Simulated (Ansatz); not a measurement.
System: AlCu.

```xyz
2
Lattice="0.0000 2.8821 0.0000 0.0000 0.0000 2.8821 2.8821 0.0000 0.0000" Properties=species:S:1:pos:R:3 pbc="T T T"
Al    2.8447    0.0000    0.0000
Cu    1.4569    1.4410    1.4410
```

Space group P4mm; a structure from a database of computed crystals, not necessarily the ambient phase; changed on purpose from its base cell (mode 4 frozen in at -0.038 Å, equal normal strain along x, y and z -0.0250); not relaxed (largest force 0.3 eV/Å); computed pressure about 12 GPa in this cell; computed without spin polarisation; PAW files of the earlier set (soft_1).

These are results of Ansatz 0.2.0, DFT PBEsol, scalar-relativistic, plane waves, PAW, not measurements.

What will maps of the valence pseudo-density and electron localisation function show?

Al–Cu (2.47 Å): ρ is about 0.31 e/Å³ halfway; the ELF is about 0.45 at the midpoint.
Al–Cu (2.53 Å): ρ at the midpoint is about 0.29 e/Å³; the ELF is about 0.45 at the midpoint.

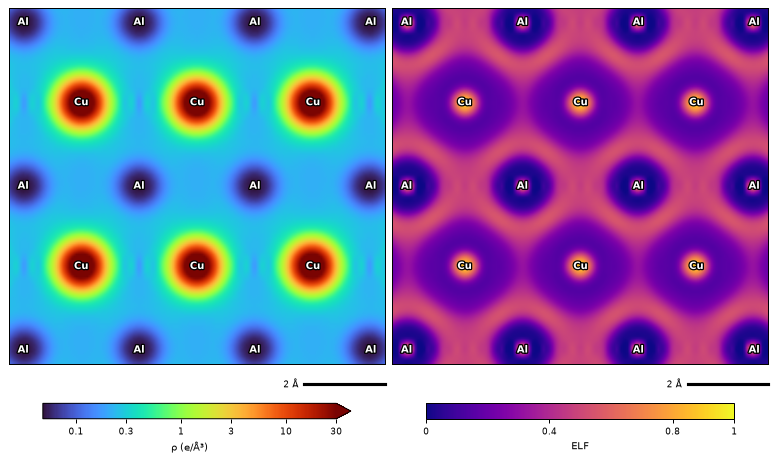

Computed valence pseudo-density and electron localisation function on the (101̄) plane of the conventional cell, in this order. 

The density is the valence pseudo-density of a PAW calculation; it isn't the true density close to the nuclei.
